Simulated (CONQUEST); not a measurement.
# A series of single points on W

System: W (Fm-3m, 2 atoms in the cell).
Method: Kohn-Sham DFT of a periodic cell, PBE, PseudoDojo NC PBE, no spin polarisation (CONQUEST 1.3).

The 7 runs differ only in the geometry, by an even scaling of the cell at fixed fractional positions. The structure derives from an entry of the Crystallography Open Database.

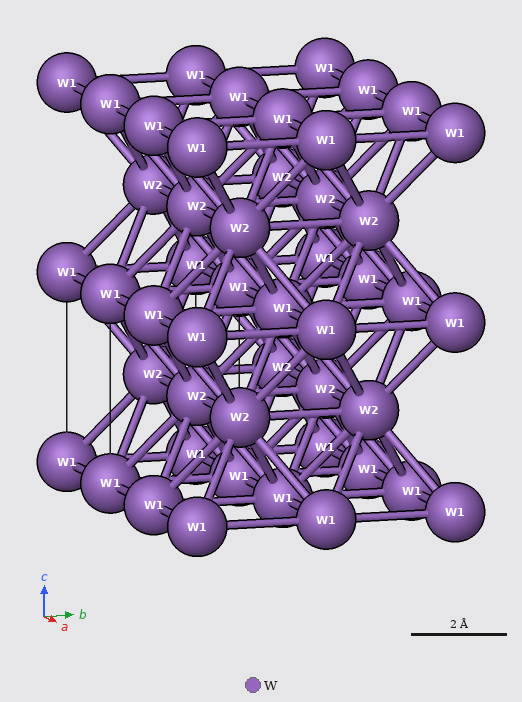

Figure 1. The structure of run 4 (ball-and-stick view of the cell of the calculation, repeated 3 × 2 × 2, seen slightly off an axis; atoms are numbered from 1 in the order of the input).

## Input of run 4
```
IO.Title W
IO.Coordinates coords.dat
IO.FractionalAtomicCoords T
IO.Iprint 2
IO.Iprint_init 1
General.NumberOfSpecies 1
General.PseudopotentialType hamann
AtomMove.TypeOfRun static
AtomMove.FullStress T
Grid.PointsAlongX 32
Grid.PointsAlongY 32
Grid.PointsAlongZ 40
DM.SolutionMethod diagon
Diag.MPMesh T
Diag.GammaCentred T
Diag.MPMeshX 9
Diag.MPMeshY 9
Diag.MPMeshZ 7
Diag.kT 0.00183747
minE.SCTolerance 1e-6
SC.MaxIters 100
IO.AtomChargeOutput T
%block ChemicalSpeciesLabel
1 183.850 W
%endblock
```

Command:
```bash
Conquest
```

Lattice vectors (Å) and fractional positions of run 4:
```
   2.870854    0.000000    0.000000
   0.000000    2.870854    0.000000
   0.000000    0.000000    4.060000
W   0.000000  0.000000  0.000000
W   0.500000  0.500000  0.500000
```

Run 3 has the same physical settings and fractional positions; its lattice vectors (Å) are:
```
   2.851585    0.000000    0.000000
   0.000000    2.851585    0.000000
   0.000000    0.000000    4.032751
```

## Results, with one run withheld

```csv
run,volume per atom (Å³),"free energy per atom, from the lowest run given (meV)",pressure (GPa)
1,15.727,48.48,17.82
2,16.062,19.00,10.46
3,16.396,?,?
4,16.731,0.00,−1.59
5,17.065,9.04,−6.74
6,17.400,28.33,−11.50
7,17.735,57.00,−15.90
```

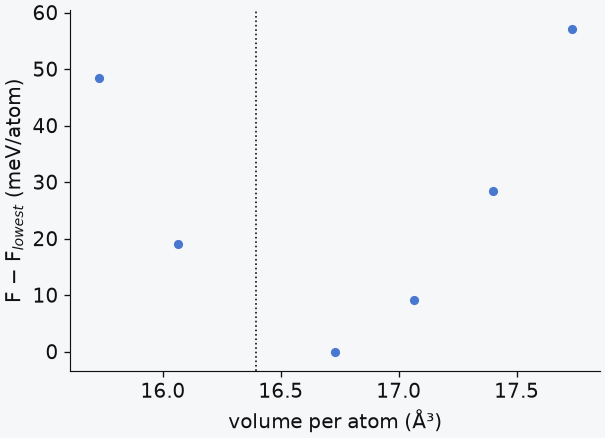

Figure 2. Free energy per atom of the runs given; the dotted line marks run 3.

Fit the runs given and predict run 3.

A cubic polynomial in V^(−2/3) (the Birch–Murnaghan form), fitted to the 6 runs given, misses them by at most 0.27 meV per atom. With x = V^(−2/3) − 0.15268 Å⁻², it reads F = 0.6018 − 2042.3 x + 1.4082e+06 x² − 1.2561e+06 x³ (meV per atom). At run 3 it gives 3.18 meV per atom, and the run itself gives 3.05. The slope of the fit gives a pressure −dF/dV of 4.36 GPa there, and the run prints 4.78 GPa. The two needn't agree exactly: the fit is approximate, and the printed stress is taken on a finite basis. The fit has its minimum at 16.643 Å³ per atom, where V d²F/dV² gives 283 GPa: the bulk modulus at this level, since symmetry fixes the shape and the positions.

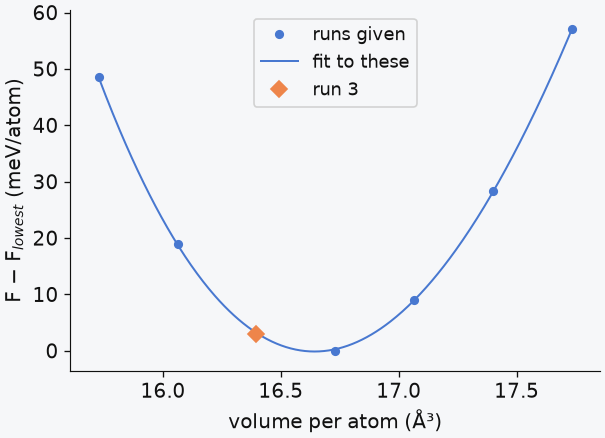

Figure 3. The fit and the withheld run.

## Some lines of the output (run 3)
```
[...]
          DFT Total Energy                 :      -151.639028440670785 Ha
          Free Energy (E-TS)               :      -151.648966911459326 Ha
          DFT Total Energy                 :      -151.647316746453981 Ha
          Free Energy (E-TS)               :      -151.648373224172587 Ha
          DFT Total Energy                 :      -151.647624240840571 Ha
          Free Energy (E-TS)               :      -151.648359363475407 Ha
          DFT Total Energy                 :      -151.647627212492125 Ha
          Free Energy (E-TS)               :      -151.648359666891764 Ha
          DFT Total Energy                 :      -151.647627547940573 Ha
          Free Energy (E-TS)               :      -151.648359403274611 Ha
          DFT Total Energy                 :      -151.647627331668474 Ha
      | Free Energy as E-TS      =      -151.648359403274611 Ha
      |* DFT total energy        =      -151.647627331668474 Ha
    force: Average pressure:      4.78215311 GPa
```

Notes: Spin–orbit coupling is left out, which matters for W. With a small basis of atomic orbitals these values can differ much from converged plane-wave results.
